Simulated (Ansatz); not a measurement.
```xyz
15
Lattice="3.1431 0.0000 0.0000 0.0000 6.5401 0.0000 0.0000 0.0000 26.7645" Properties=species:S:1:pos:R:3 pbc="T T T"
Mo    1.5716    5.7848    7.5000
S     0.0000    4.0358    7.9392
S     0.0000    0.4897    8.8039
Mo    0.0000    5.0295   10.1151
S     1.5716    3.2805   10.5543
S     1.5716    6.2744   11.4191
Mo    1.5716    4.2742   12.7303
S     0.0000    2.5253   13.1695
S     0.0000    5.5192   14.0343
Mo    0.0000    3.5190   15.3454
S     1.5716    1.7699   15.7847
S     1.5716    4.7639   16.6494
Mo    1.5716    2.7636   17.9606
S     0.0000    1.0147   18.3998
S     0.0000    4.0086   19.2646
```

Not relaxed (largest force 1.6 eV/Å); computed without spin polarisation.

The calculation used DFT PBEsol, scalar-relativistic, plane waves, PAW in Ansatz.

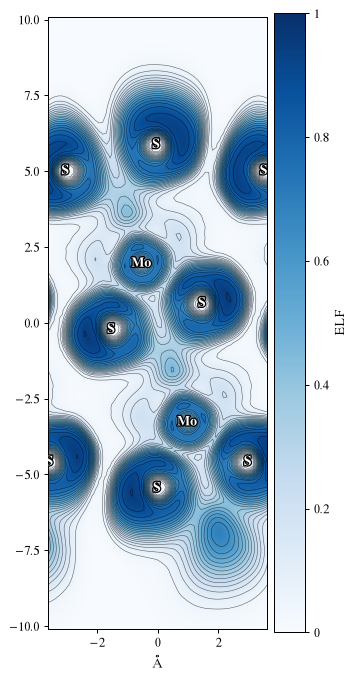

MoS2 (slab). ELF on the (100) plane of the calculation cell, a cut from vacuum to vacuum.

Core electrons are frozen (PAW), and the valence fields are smoothed inside the atomic spheres.

What does the map show?

- The section cuts through S and Mo sites.
- Mo–S (2.39 Å): the ELF peaks at about 0.85 in the valence shell of S, 0.8 Å from its nucleus, and is about 0.45 at the midpoint.
- The features right at Mo lie inside the PAW spheres, where the map follows smoothed inner orbitals and isn't to be read closely.

Does the calculation give a band gap?

It is metallic or semimetallic at this level of theory: no gap opens.
